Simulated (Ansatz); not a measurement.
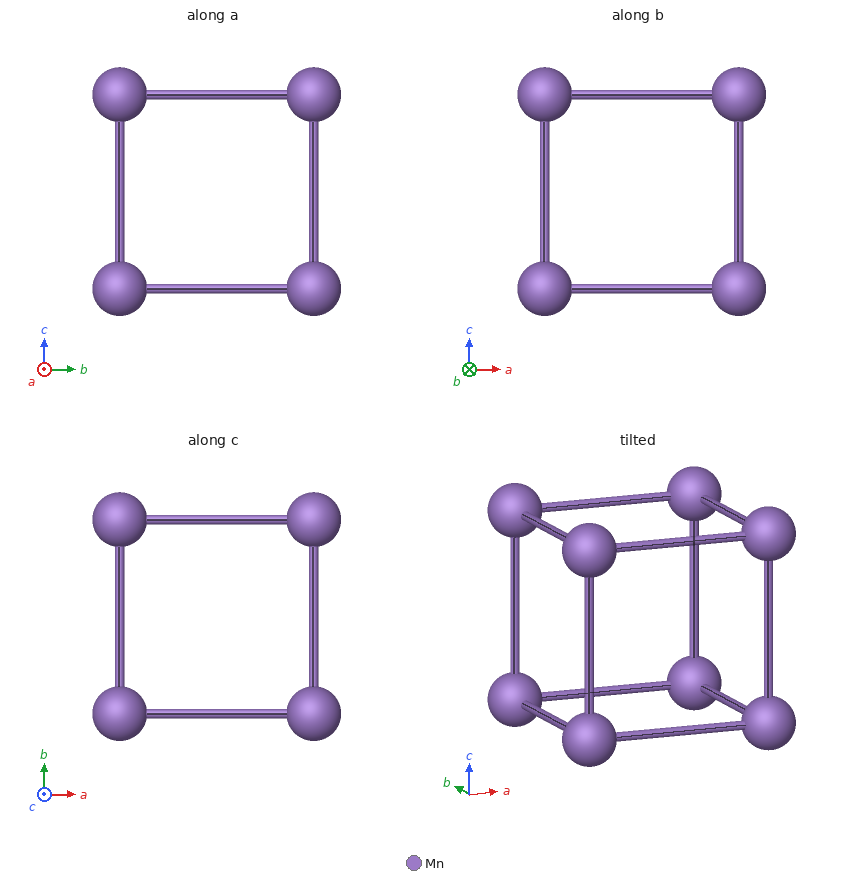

This ball-and-stick model is shown along the a axis, along the b axis, along the c axis and slightly off an axis. Thin lines show the conventional unit cell, with boundary atoms drawn in all their periodic places.

Lattice parameters: a = 2.303 Å, b = 2.303 Å, c = 2.303 Å, α = 90.00°, β = 90.00°, γ = 90.00°. Put a along x and b in the xy plane.

Question: Turn the picture into a POSCAR file.

Answer:
```
Mn
1.0
     2.303    0.000    0.000
     0.000    2.303    0.000
     0.000    0.000    2.303
Mn
1
Direct
  0.0000 0.0000 0.0000
```

The structure comes from a structure type filled with this element by a generator (whether the element takes this form wasn't checked). Earlier steps of the study may have refined or changed the cell and positions. It was run through Ansatz as a DFT input.
